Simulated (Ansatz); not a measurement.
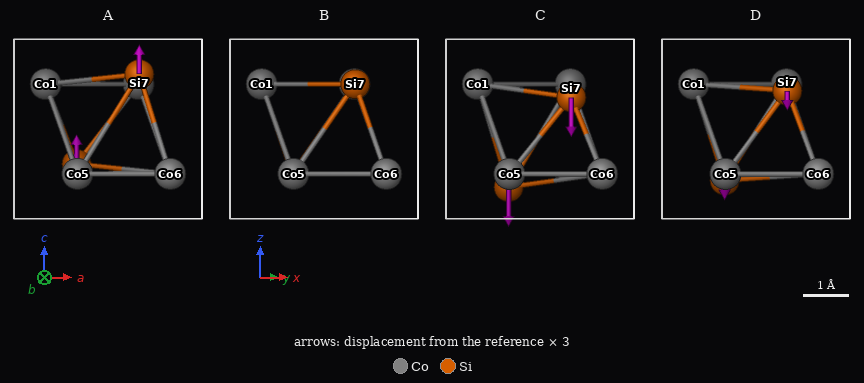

Energy scan for crystalline Co$_{3}$Si (P6_3/mmc), in which the whole Si sublattice is shifted rigidly, along Cartesian [0 0 1], all else fixed. A ball-and-stick model of the cell of the calculation, seen along the b axis. Purple arrows: displacements from the reference.

Method: DFT r2SCAN, scalar-relativistic, plane waves, PAW (Ansatz). Settings: plane-wave cutoff 500 eV; k-point mesh 12 × 12 × 10; occupations gaussian; smearing width 0.15 eV; collinear spin. Energies (free energies at the smearing named) are counted from the relaxed crystal.

**Order these geometries by energy, lowest first.**

Lowest first: B (the displacement 0.00 Å, 0 meV/cell), D (the displacement −0.15 Å, 91 meV/cell), A (the displacement 0.225 Å, 309 meV/cell), C (the displacement −0.30 Å, 652 meV/cell). Over the whole scan: of the computed points the lowest is at the displacement 0.075 Å, −16 meV/cell. At the ends of the scan the energy is 652 meV/cell (−0.30 Å) and 309 meV/cell (0.225 Å). The reference isn't the lowest point: the distortion gains at least 16 meV/cell. The curvature at zero is about 14 eV/Å² per cell. At the highest point the shortest interatomic distance is 2.22 Å, against 2.42 Å in the reference. The distortion takes the space group from P6_3/mmc to P6_3mc.
